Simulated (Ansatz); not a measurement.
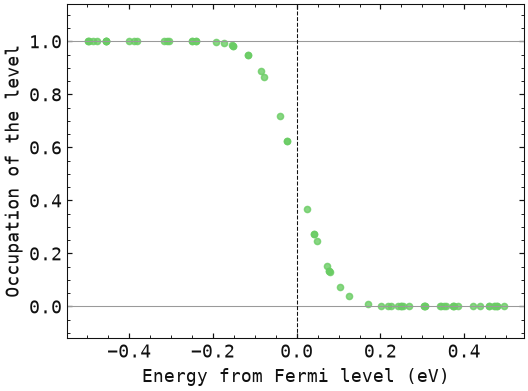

Occupations of the one-electron levels of the k mesh against their energy, from a run on TiB$_{2}$, space group P4_2/mnm (No. 136), 6 atoms in the cell, with Ansatz.

Question: Which smearing scheme was used (Fermi-Dirac, Gaussian, Methfessel-Paxton or cold), and about what width?

Answer: Gaussian smearing with a width of 0.1 eV. The occupations stay between 0 and 1 and die off fast, as an error function; the slope at the Fermi level is 1/(√π × width).
